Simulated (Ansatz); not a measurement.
A periodic structure is given below.

```cif
data_structure
_symmetry_space_group_name_H-M 'P 1'
_symmetry_Int_Tables_number 1
_cell_length_a 2.7480
_cell_length_b 4.7597
_cell_length_c 5.2329
_cell_angle_alpha 117.052
_cell_angle_beta 105.223
_cell_angle_gamma 90.000
_cell_volume 58.25
loop_
_atom_site_label
_atom_site_type_symbol
_atom_site_fract_x
_atom_site_fract_y
_atom_site_fract_z
_atom_site_occupancy
Ir1 Ir 0.00000 0.00000 0.00000 1
Ir2 Ir 0.50606 0.52445 0.02050 1
Ir3 Ir 0.75268 0.44787 0.50856 1
Ir4 Ir 0.25337 0.90991 0.51194 1
```

Q: What crystal do these data define?

A: The element is iridium. All rotations and mirrors are lost; the group is P1. It is a distorted form of a primitive hexagonal structure, space group P6_3/mmc (No. 194) within 0.45 Å: hexagonal close-packed (Mg type). The cell holds four atoms.

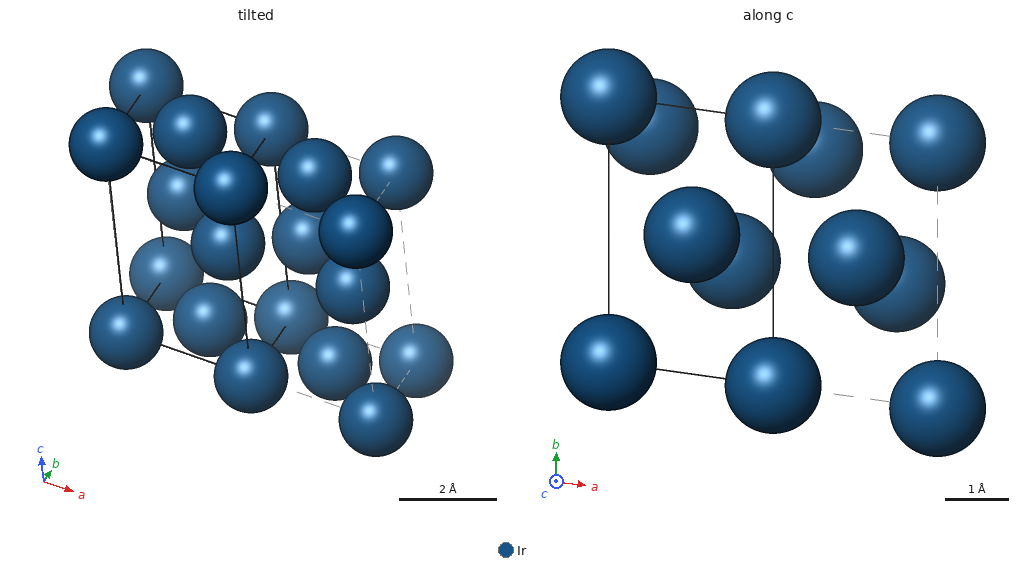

We look at a spheres-only model of the crystal slightly off an axis and along the c axis. Solid lines give the unit cell, repeated here 2×1×1 times.

It derives from a structure listed in the Materials Project. The cell was then strained or its atoms displaced on purpose. An electronic-structure calculation with Ansatz was run on it.

At this level of theory the cell isn't at rest (compressed, at 4 GPa and forces up to 2.4 eV/Å), so its distances can differ from those at equilibrium, the more so the softer the solid.
